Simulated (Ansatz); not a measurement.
## Electronic structure of CaH2F4 in real space

Input file:

```
crystal:
  lattice:
    - [0.0, 5.0510721816, 5.2584864862]
    - [2.7712156026, 0.0, 5.2584864862]
    - [2.7712156026, 5.0510721816, 0.0]
  atoms:
    - { symbol: Ca, position: [0.5, 0.5, 0.5] }
    - { symbol: Ca, position: [0.75, 0.75, 0.75] }
    - { symbol: H, position: [0.3697838775, 0.3697838775, 0.1302161225] }
    - { symbol: H, position: [0.1302161225, 0.1302161225, 0.3697838775] }
    - { symbol: H, position: [0.8802161225, 0.8802161225, 0.1197838775] }
    - { symbol: H, position: [0.1197838775, 0.1197838775, 0.8802161225] }
    - { symbol: F, position: [0.2768994083, 0.4595285907, 0.3623252926] }
    - { symbol: F, position: [0.9012467084, 0.3623252926, 0.4595285907] }
    - { symbol: F, position: [0.3623252926, 0.9012467084, 0.2768994083] }
    - { symbol: F, position: [0.4595285907, 0.2768994083, 0.9012467084] }
    - { symbol: F, position: [0.9731005917, 0.7904714093, 0.8876747074] }
    - { symbol: F, position: [0.3487532916, 0.8876747074, 0.7904714093] }
    - { symbol: F, position: [0.8876747074, 0.3487532916, 0.9731005917] }
    - { symbol: F, position: [0.7904714093, 0.9731005917, 0.3487532916] }
kpoints:
  mp_grid: { grid: [4, 4, 4] }
  band_path:
    path:
      - [0.0, 0.0, 0.0]
      - [0.5, 0.0, 0.5]
      - [1.0, 0.5, 0.5]
      - [0.5, 0.5, 0.0]
      - [0.0, 0.3946831209, 0.3946831209]
      - [1.0, 0.6053168791, 0.6053168791]
      - [0.5, 0.2441807, 0.7441807]
      - [0.5, 0.7558193, 0.2558193]
      - [0.5, 0.5, 0.5]
    npoints: 1
hamiltonian:
  xc: pbe0
scf:
  occupations: { method: fixed }
  n_extra_bands: 7
output:
  forces: true
  stress: true
  eigenvalues: true
  write_density: true
  write_potential: true
  elf: true
  volumetric_format: npy
```

Below, planes, directions and counts refer to the conventional cell (a = 5.54 Å, b = 10.10 Å, c = 10.52 Å, α = 90.00°, β = 90.00°, γ = 90.00°).

Space group Fddd; a structure from a database of computed crystals, not necessarily the ambient phase; started from the database structure prototype, which need not be the ambient phase.

Level of theory: Ansatz 0.2.0, DFT, PBE0, plane waves, PAW.

Core electrons are frozen (PAW), and the valence fields are smoothed inside the atomic spheres.

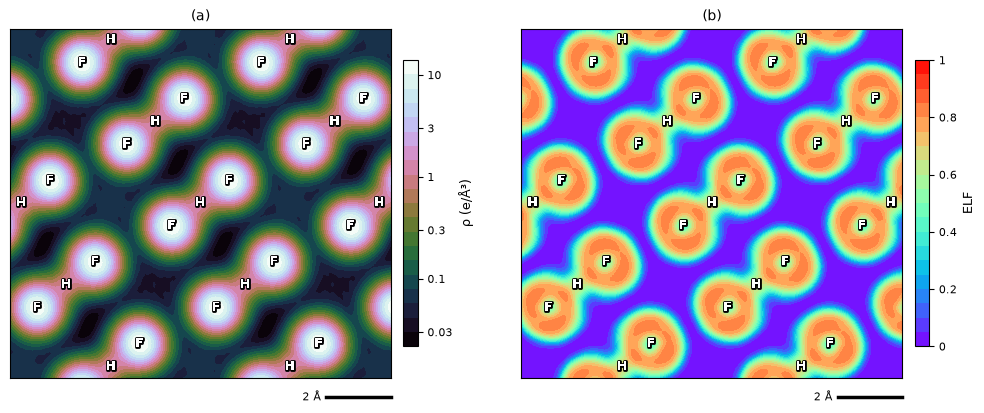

Figure 1. (a) valence pseudo-density; (b) electron localisation function on the (001) plane of the conventional cell.

### Read the bonding off the picture.

The plane passes through H and F nuclei.
F–H (1.14 Å): ρ at the midpoint is about 2.9 e/Å³; the ELF peaks at about 0.80 between the atoms.
Between the atoms the lowest density in this plane is 0.02 e/Å³.

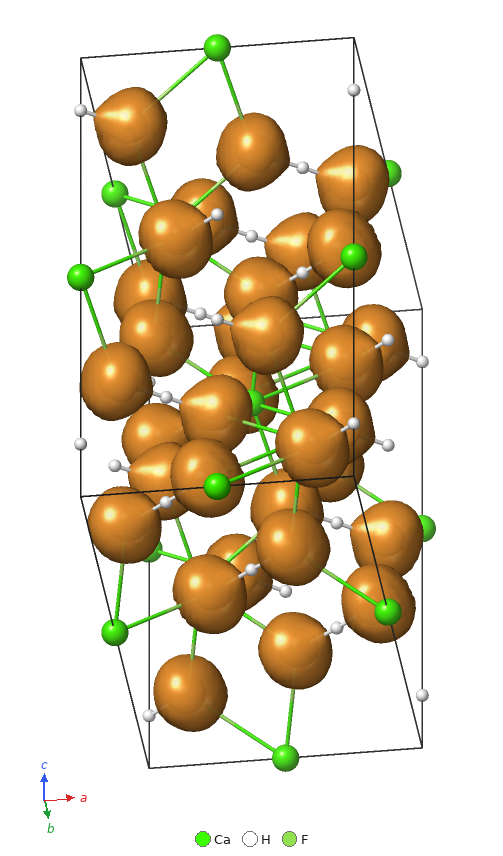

Figure 2. Isosurface of the ELF at 0.75 (orange), seen at an oblique angle. Core shells and regions of very low density are left out. Sticks mark near contacts.

### Where are the electrons localised?

The ELF exceeds this value in 32 regions on F in which the atom's valence shell and bonds are merged, counted in one cell of 56 atoms. Regions shared between cells count once. Profiles from the grid: Ca–F (2.34 Å): the ELF peaks at about 0.85 in the valence shell of F, 0.6 Å from its nucleus, and drops to about 0 between the two atoms: a largely ionic contact.

### Does the calculation give a band gap?

It is gapped, with a Kohn–Sham gap of 10.9 eV on the k-point mesh, an upper bound to the gap of this method.
